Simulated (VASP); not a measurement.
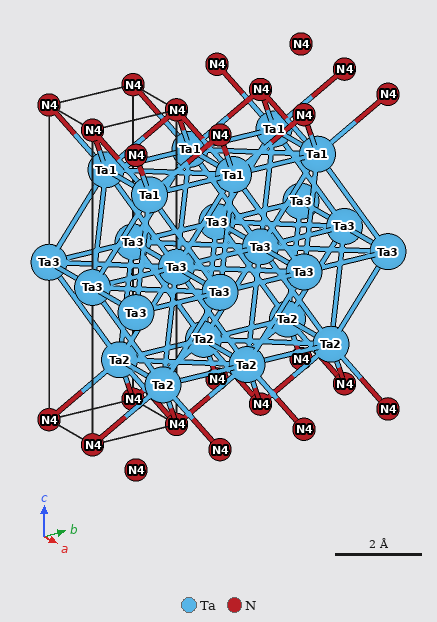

The input geometry (ball-and-stick view of the cell of the calculation, repeated 2 × 3 × 1, seen slightly off an axis; atoms are numbered from 1 in the order of the input).

## Ta3N: geometry relaxation (part 1 of 3)

Ta3N (4 atoms in the cell), computed with Kohn-Sham DFT of a periodic cell, BLYP, VASP PAW PBE potentials, recommended, no spin polarisation (VASP 6.6.1).

The structure derives from a Materials Project entry. It belongs to a series of runs on one base structure; here: dispersion = none.

OSZICAR:
```
N       E                     dE             d eps       ncg     rms          rms(c)
DAV:   1     0.360277174935E+03    0.36028E+03   -0.23458E+04   920   0.192E+03
DAV:   2    -0.270754885029E+02   -0.38735E+03   -0.38333E+03  1039   0.503E+02
DAV:   3    -0.445263006479E+02   -0.17451E+02   -0.17109E+02  1218   0.945E+01
DAV:   4    -0.448623486605E+02   -0.33605E+00   -0.33419E+00  1152   0.128E+01
DAV:   5    -0.448705176261E+02   -0.81690E-02   -0.81590E-02  1251   0.154E+00    0.284E+01
RMM:   6    -0.408374496556E+02    0.40331E+01   -0.21542E+01  1068   0.219E+01    0.132E+01
RMM:   7    -0.405666595235E+02    0.27079E+00   -0.25491E+00   977   0.104E+01    0.561E+00
RMM:   8    -0.406120285413E+02   -0.45369E-01   -0.10183E+00   999   0.512E+00    0.194E+00
RMM:   9    -0.405128219694E+02    0.99207E-01   -0.23910E-01  1019   0.251E+00    0.510E-01
RMM:  10    -0.405187708859E+02   -0.59489E-02   -0.76480E-02  1148   0.111E+00    0.163E-01
RMM:  11    -0.405188855712E+02   -0.11469E-03   -0.87316E-03  1098   0.473E-01    0.643E-02
RMM:  12    -0.405190620831E+02   -0.17651E-03   -0.21703E-03  1160   0.205E-01    0.264E-02
RMM:  13    -0.405190995451E+02   -0.37462E-04   -0.44367E-04  1167   0.766E-02    0.102E-02
RMM:  14    -0.405191091632E+02   -0.96181E-05   -0.12931E-04   994   0.362E-02    0.374E-03
RMM:  15    -0.405191131447E+02   -0.39815E-05   -0.43744E-05   827   0.170E-02    0.155E-03
RMM:  16    -0.405191150814E+02   -0.19367E-05   -0.20499E-05   667   0.820E-03    0.823E-04
RMM:  17    -0.405191158858E+02   -0.80441E-06   -0.78495E-06   599   0.433E-03
   1 F= -.40519116E+02 E0= -.40504141E+02  d E =-.405191E+02
       N       E                     dE             d eps       ncg     rms          rms(c)
DAV:   1    -0.429274442831E+02   -0.24083E+01   -0.92871E+01   920   0.103E+02    0.129E+01
RMM:   2    -0.408344398508E+02    0.20930E+01   -0.36398E+00   921   0.148E+01    0.548E+00
RMM:   3    -0.405890420538E+02    0.24540E+00   -0.24611E+00   936   0.100E+01    0.264E+00
RMM:   4    -0.402998434839E+02    0.28920E+00   -0.57993E-01   965   0.476E+00    0.108E+00
RMM:   5    -0.403146502576E+02   -0.14807E-01   -0.15076E-01  1126   0.198E+00    0.425E-01
RMM:   6    -0.403155570020E+02   -0.90674E-03   -0.24512E-02  1106   0.955E-01    0.207E-01
RMM:   7    -0.403159653438E+02   -0.40834E-03   -0.66383E-03  1138   0.537E-01    0.106E-01
RMM:   8    -0.403160589869E+02   -0.93643E-04   -0.12663E-03  1124   0.244E-01    0.507E-02
RMM:   9    -0.403160254920E+02    0.33495E-04   -0.30549E-04  1114   0.109E-01    0.265E-02
RMM:  10    -0.403160284808E+02   -0.29888E-05   -0.10461E-04  1126   0.599E-02    0.890E-03
RMM:  11    -0.403160311228E+02   -0.26420E-05   -0.35709E-05  1076   0.268E-02    0.487E-03
RMM:  12    -0.403160315761E+02   -0.45337E-06   -0.83391E-06   714   0.128E-02
   2 F= -.40316032E+02 E0= -.40298447E+02  d E =0.203084E+00
       N       E                     dE             d eps       ncg     rms          rms(c)
DAV:   1    -0.417660422423E+02   -0.14500E+01   -0.40281E+01   920   0.640E+01    0.910E+00
RMM:   2    -0.408130665113E+02    0.95298E+00   -0.16478E+00   921   0.101E+01    0.370E+00
RMM:   3    -0.405954274243E+02    0.21764E+00   -0.10504E+00   920   0.732E+00    0.129E+00
RMM:   4    -0.405700015272E+02    0.25426E-01   -0.14225E-01   959   0.287E+00    0.709E-01
RMM:   5    -0.405754297096E+02   -0.54282E-02   -0.40315E-02  1077   0.129E+00    0.296E-01
RMM:   6    -0.405763566182E+02   -0.92691E-03   -0.79598E-03  1137   0.555E-01    0.102E-01
RMM:   7    -0.405764778694E+02   -0.12125E-03   -0.16795E-03  1083   0.282E-01    0.585E-02
RMM:   8    -0.405764806827E+02   -0.28133E-05   -0.35794E-04  1003   0.157E-01    0.454E-02
RMM:   9    -0.405764833448E+02   -0.26621E-05   -0.12807E-04  1047   0.890E-02    0.121E-02
RMM:  10    -0.405764864136E+02   -0.30687E-05   -0.41636E-05  1028   0.516E-02    0.156E-02
RMM:  11    -0.405764860888E+02    0.32479E-06   -0.18762E-05  1020   0.317E-02    0.313E-03
RMM:  12    -0.405764866728E+02   -0.58400E-06   -0.68553E-06   757   0.161E-02
   3 F= -.40576487E+02 E0= -.40559997E+02  d E =-.573708E-01
       N       E                     dE             d eps       ncg     rms          rms(c)
DAV:   1    -0.405766966434E+02   -0.21055E-03   -0.59139E-03  1158   0.805E-01    0.110E-01
RMM:   2    -0.405765620066E+02    0.13464E-03   -0.23676E-04   922   0.119E-01    0.456E-02
RMM:   3    -0.405765363248E+02    0.25682E-04   -0.16222E-04   925   0.866E-02    0.165E-02
RMM:   4    -0.405765296832E+02    0.66415E-05   -0.27048E-05   976   0.345E-02    0.850E-03
RMM:   5    -0.405765312013E+02   -0.15180E-05   -0.69086E-06   764   0.150E-02    0.332E-03
RMM:   6    -0.405765314948E+02   -0.29357E-06   -0.10714E-06   543   0.641E-03
   4 F= -.40576531E+02 E0= -.40560072E+02  d E =-.574156E-01
       N       E                     dE             d eps       ncg     rms          rms(c)
DAV:   1    -0.405940299228E+02   -0.17499E-01   -0.80332E-01   990   0.672E+00    0.606E-01
RMM:   2    -0.405851159026E+02    0.89140E-02   -0.19327E-02   955   0.944E-01    0.345E-01
RMM:   3    -0.405828206538E+02    0.22952E-02   -0.50241E-03  1018   0.420E-01    0.216E-01
RMM:   4    -0.405811717827E+02    0.16489E-02   -0.42551E-03  1036   0.336E-01    0.693E-02
RMM:   5    -0.405812424443E+02   -0.70662E-04   -0.94251E-04  1164   0.144E-01    0.752E-02
RMM:   6    -0.405812534356E+02   -0.10991E-04   -0.14999E-04  1136   0.580E-02    0.538E-02
RMM:   7    -0.405812589263E+02   -0.54907E-05   -0.45899E-05   968   0.384E-02    0.251E-02
RMM:   8    -0.405812555660E+02    0.33603E-05   -0.19271E-05   839   0.217E-02    0.641E-03
RMM:   9    -0.405812562175E+02   -0.65148E-06   -0.80149E-06   734   0.102E-02
   5 F= -.40581256E+02 E0= -.40564954E+02  d E =-.472472E-02
       N       E                     dE             d eps       ncg     rms          rms(c)
DAV:   1    -0.405975387920E+02   -0.16283E-01   -0.86140E-01   934   0.695E+00    0.631E-01
RMM:   2    -0.405878869576E+02    0.96518E-02   -0.22981E-02   965   0.100E+00    0.373E-01
RMM:   3    -0.405849775558E+02    0.29094E-02   -0.50205E-03  1003   0.439E-01    0.233E-01
RMM:   4    -0.405830352087E+02    0.19423E-02   -0.47522E-03  1031   0.363E-01    0.696E-02
RMM:   5    -0.405831175687E+02   -0.82360E-04   -0.10760E-03  1163   0.154E-01    0.784E-02
RMM:   6    -0.405831307049E+02   -0.13136E-04   -0.17597E-04  1153   0.627E-02    0.674E-02
RMM:   7    -0.405831476531E+02   -0.16948E-04   -0.90973E-05   980   0.539E-02    0.411E-02
RMM:   8    -0.405831317968E+02    0.15856E-04   -0.25580E-05   976   0.301E-02    0.172E-02
RMM:   9    -0.405831316772E+02    0.11955E-06   -0.15412E-05   864   0.169E-02    0.187E-03
RMM:  10    -0.405831321313E+02   -0.45406E-06   -0.31176E-06   652   0.907E-03
   6 F= -.40583132E+02 E0= -.40567147E+02  d E =-.660064E-02
       N       E                     dE             d eps       ncg     rms          rms(c)
DAV:   1    -0.405918108745E+02   -0.86792E-02   -0.12267E+00   920   0.878E+00    0.559E-01
RMM:   2    -0.405882833952E+02    0.35275E-02   -0.65278E-02  1010   0.210E+00    0.329E-01
RMM:   3    -0.405874726732E+02    0.81072E-03   -0.13022E-02  1006   0.835E-01    0.203E-01
RMM:   4    -0.405865080770E+02    0.96460E-03   -0.51703E-03  1086   0.407E-01    0.831E-02
RMM:   5    -0.405864781235E+02    0.29954E-04   -0.99726E-04  1076   0.199E-01    0.576E-02
RMM:   6    -0.405865068965E+02   -0.28773E-04   -0.36501E-04  1170   0.952E-02    0.273E-02
RMM:   7    -0.405865093714E+02   -0.24749E-05   -0.51772E-05  1069   0.410E-02    0.482E-03
RMM:   8    -0.405865108475E+02   -0.14761E-05   -0.22100E-05   946   0.214E-02    0.306E-03
RMM:   9    -0.405865112371E+02   -0.38958E-06   -0.53421E-06   670   0.895E-03
   7 F= -.40586511E+02 E0= -.40571087E+02  d E =-.337911E-02
       N       E                     dE             d eps       ncg     rms          rms(c)
DAV:   1    -0.405889909021E+02   -0.24801E-02   -0.39467E-01  1102   0.497E+00    0.324E-01
RMM:   2    -0.405875998404E+02    0.13911E-02   -0.19593E-02   995   0.116E+00    0.183E-01
RMM:   3    -0.405873258860E+02    0.27395E-03   -0.41541E-03   992   0.471E-01    0.106E-01
RMM:   4    -0.405870933021E+02    0.23258E-03   -0.17114E-03  1101   0.226E-01    0.488E-02
RMM:   5    -0.405870854513E+02    0.78508E-05   -0.31647E-04  1049   0.110E-01    0.338E-02
RMM:   6    -0.405870962008E+02   -0.10749E-04   -0.12915E-04  1139   0.541E-02    0.145E-02
RMM:   7    -0.405870967131E+02   -0.51230E-06   -0.17123E-05   885   0.230E-02    0.306E-03
RMM:   8    -0.405870972389E+02   -0.52579E-06   -0.69443E-06   718   0.115E-02
   8 F= -.40587097E+02 E0= -.40572056E+02  d E =-.396511E-02
       N       E                     dE             d eps       ncg     rms          rms(c)
DAV:   1    -0.405870754819E+02    0.21231E-04   -0.62628E-01   920   0.626E+00    0.333E-01
RMM:   2    -0.405883012881E+02   -0.12258E-02   -0.33735E-02   974   0.158E+00    0.179E-01
RMM:   3    -0.405883760065E+02   -0.74718E-04   -0.58852E-03  1016   0.606E-01    0.112E-01
RMM:   4    -0.405880765108E+02    0.29950E-03   -0.13260E-03  1040   0.255E-01    0.400E-02
RMM:   5    -0.405881079255E+02   -0.31415E-04   -0.35307E-04  1168   0.112E-01    0.374E-02
RMM:   6    -0.405881115512E+02   -0.36256E-05   -0.51119E-05  1103   0.459E-02    0.175E-02
RMM:   7    -0.405881136378E+02   -0.20866E-05   -0.19847E-05   964   0.248E-02    0.573E-03
RMM:   8    -0.405881138555E+02   -0.21771E-06   -0.51071E-06   642   0.112E-02
   9 F= -.40588114E+02 E0= -.40573058E+02  d E =-.101662E-02
       N       E                     dE             d eps       ncg     rms          rms(c)
DAV:   1    -0.405881447459E+02   -0.31108E-04   -0.23675E-02  1032   0.121E+00    0.649E-02
RMM:   2    -0.405881839687E+02   -0.39223E-04   -0.12342E-03   973   0.302E-01    0.353E-02
RMM:   3    -0.405881849550E+02   -0.98630E-06   -0.21131E-04  1009   0.116E-01    0.219E-02
RMM:   4    -0.405881742031E+02    0.10752E-04   -0.53790E-05  1032   0.497E-02    0.832E-03
RMM:   5    -0.405881752923E+02   -0.10892E-05   -0.12429E-05   946   0.218E-02    0.738E-03
RMM:   6    -0.405881753821E+02   -0.89776E-07   -0.18626E-06   586   0.910E-03
  10 F= -.40588175E+02 E0= -.40573127E+02  d E =-.107814E-02
       N       E                     dE             d eps       ncg     rms          rms(c)
DAV:   1    -0.405896632865E+02   -0.14880E-02   -0.58539E-02   976   0.249E+00    0.336E-01
RMM:   2    -0.405883534339E+02    0.13099E-02   -0.24302E-03   921   0.386E-01    0.138E-01
RMM:   3    -0.405881211660E+02    0.23227E-03   -0.14596E-03   926   0.261E-01    0.553E-02
RMM:   4    -0.405880078228E+02    0.11334E-03   -0.31456E-04   969   0.117E-01    0.285E-02
RMM:   5    -0.405880199861E+02   -0.12163E-04   -0.78637E-05  1102   0.523E-02    0.980E-03
RMM:   6    -0.405880212096E+02   -0.12235E-05   -0.14613E-05   991   0.253E-02    0.447E-03
RMM:   7    -0.405880215088E+02   -0.29920E-06   -0.37684E-06   663   0.135E-02
  11 F= -.40588022E+02 E0= -.40572959E+02  d E =0.153873E-03
       N       E                     dE             d eps       ncg     rms          rms(c)
DAV:   1    -0.405890405067E+02   -0.10193E-02   -0.29519E-02   976   0.177E+00    0.239E-01
RMM:   2    -0.405883774430E+02    0.66306E-03   -0.12244E-03   921   0.274E-01    0.981E-02
RMM:   3    -0.405882596881E+02    0.11775E-03   -0.74115E-04   926   0.185E-01    0.392E-02
RMM:   4    -0.405882019356E+02    0.57752E-04   -0.15913E-04   968   0.825E-02    0.202E-02
RMM:   5    -0.405882056666E+02   -0.37310E-05   -0.39548E-05  1049   0.367E-02    0.695E-03
RMM:   6    -0.405882056068E+02    0.59789E-07   -0.76067E-06   783   0.179E-02
  12 F= -.40588206E+02 E0= -.40573153E+02  d E =-.302247E-04
```

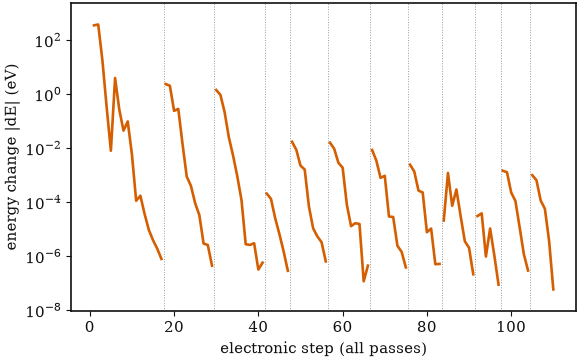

Convergence of the self-consistent field: energy change |dE| against the electronic step. Each stretch between dotted lines is the SCF of one geometry step of a relaxation. The 12 ionic steps take 6 to 17 electronic steps each. The density is held fixed in the first few steps, and dE rises again when its update begins.

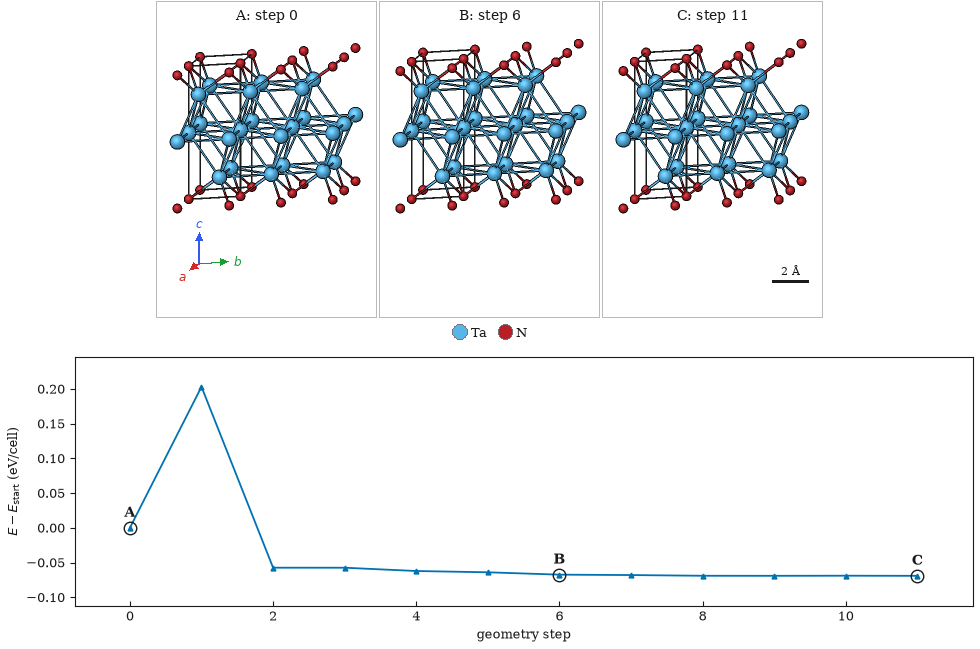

Frames of the relaxation (ball-and-stick view of the cell of the calculation, repeated 2 × 3 × 1, seen slightly off an axis) above the curves, on which the letters mark them (steps are counted from 0).

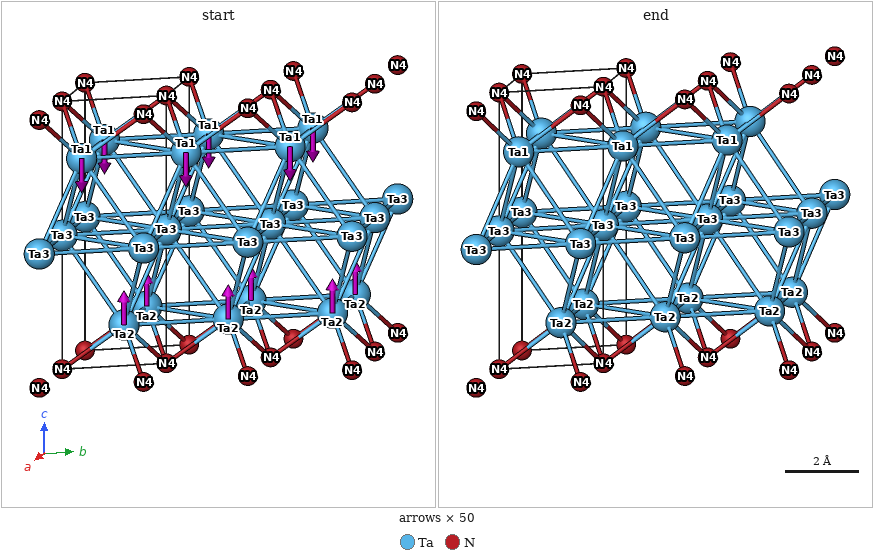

Before (left) and after (right) the relaxation, at one scale (ball-and-stick view of the cell of the calculation, repeated 2 × 3 × 1, seen slightly off an axis). The pink arrows give the displacements (without the part carried along by the change of the cell), magnified 50 times. The largest moves relative to the cell, 0.020 Å, are those of Ta1 and Ta2. N stays in place. The drawn cell changes as follows: a = b 3.032 → 3.033 Å (0.0 %), c 7.524 → 7.773 Å (+3.3 %); the volume changes by +3.3 %. Among the contacts that change: Ta1–Ta3 3.014 → 3.064 Å, Ta1–N4 2.186 → 2.224 Å. The space group stays P-3m1 (No. 164). After 11 geometry steps the energy has fallen by 69.1 meV per cell of the calculation. The largest force component goes from 0.18 to 0.0021 eV/Å. (Atoms are counted from 1 in the order of the input.)

Parts of OUTCAR:
```
PREC = Accurate
   ENCUT = 600
   EDIFF = 1E-6
   ISMEAR = -1
   LREAL = F
   LASPH = T
   NELM = 100
   ISIF = 3
   GGA = B5
   IBRION = 2
   NSW = 60
   EDIFFG = -0.02

 ion  position               nearest neighbor table
   1  0.667  0.333  0.826-   4 2.19   4 2.19   4 2.19   3 3.01   3 3.01   3 3.01   2 3.15   2 3.15
                             2 3.15
   2  0.333  0.667  0.174-   4 2.19   4 2.19   4 2.19   3 3.01   3 3.01   3 3.01   1 3.15   1 3.15
                             1 3.15
   3  0.000  0.000  0.500-   1 3.01   2 3.01   1 3.01   2 3.01   1 3.01   2 3.01
   4  0.000  0.000  0.000-   1 2.19   2 2.19   1 2.19   2 2.19   1 2.19   2 2.19

  LATTYP: Found a hexagonal cell.
 ALAT       =     3.0322239879
 C/A-ratio  =     2.4813922158

  Lattice vectors:

 A1 = (   3.0322239879,   0.0000000000,   0.0000000000)
 A2 = (  -1.5161119940,   2.6259830035,   0.0000000000)
 A3 = (   0.0000000000,   0.0000000000,   7.5241370000)

Analysis of symmetry for initial positions (statically):
=====================================================================
 Subroutine PRICEL returns:
 Original cell was already a primitive cell.

 Routine SETGRP: Setting up the symmetry group for a
 hexagonal supercell.

 Subroutine GETGRP returns: Found 12 space group operations
 (whereof 12 operations were pure point group operations)
 out of a pool of 24 trial point group operations.

The static configuration has the point symmetry D_3d.

Analysis of symmetry for dynamics (positions and initial velocities):
=====================================================================
 Subroutine PRICEL returns:
 Original cell was already a primitive cell.

 Routine SETGRP: Setting up the symmetry group for a
 hexagonal supercell.

 Subroutine GETGRP returns: Found 12 space group operations
 (whereof 12 operations were pure point group operations)
 out of a pool of 24 trial point group operations.

The dynamic configuration has the point symmetry D_3d.
```
